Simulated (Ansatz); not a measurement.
Ta

Input file:

```
crystal:
  lattice:
    - [2.8879886106, 0.0, 0.0]
    - [-1.4439943053, 2.5010715026, 0.0]
    - [0.0, 0.0, 5.1181138697]
  atoms:
    - { symbol: Ta, position: [0.6666666667, 0.3333333333, 0.75] }
    - { symbol: Ta, position: [0.3333333333, 0.6666666667, 0.25] }
basis:
  ecutwfc: 500
kpoints:
  mp_grid: { grid: [12, 12, 8] }
hamiltonian:
  xc: r2scan
scf:
  occupations: { method: gaussian, width: 0.15 }
output:
  forces: true
  stress: true
  eigenvalues: true
  write_density: true
  write_potential: true
  elf: true
  volumetric_format: npy
```

Run with:

```sh
ansatz run input.yaml --threads 1 --pin off --max-ram 2560MiB --backend cpu --events-out ev --progress --plain --runs-dir out
```

Below, planes, directions and counts refer to the conventional cell (a = 2.89 Å, b = 2.89 Å, c = 5.12 Å, α = 90.00°, β = 90.00°, γ = 120.00°).

Space group P6₃/mmc; a structure from a database of computed crystals, not necessarily the ambient phase.

Method: DFT r2SCAN, scalar-relativistic, plane waves, PAW in Ansatz.

Question: What can the converged valence pseudo-density and electron localisation function tell about the bonding?

Answer: Ta–Ta (2.89 Å): the density is about 0.3 e/Å³ at the midpoint; the ELF is about 0.30 at the midpoint.

Question: Does the calculation make it a metal, or give it a gap?

Answer: It is metallic or semimetallic at this level of theory: no gap opens.

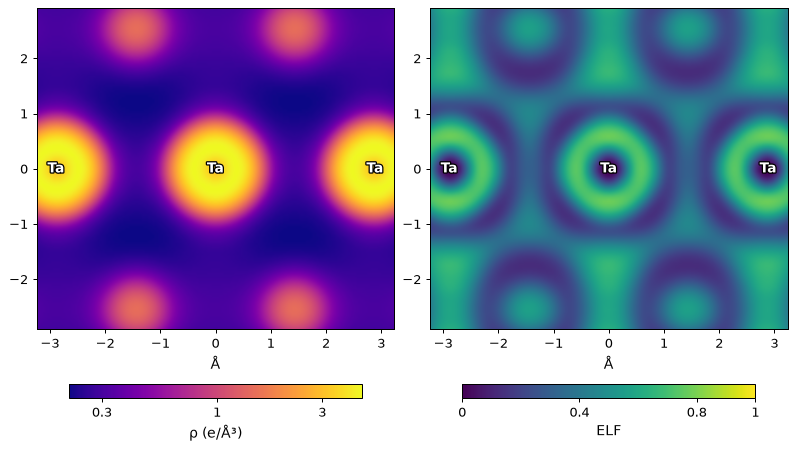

Computed valence pseudo-density and electron localisation function on the (010) plane of the conventional cell, in this order. Atoms just off the plane (Ta, 0.8 Å away) can leave unmarked features too.
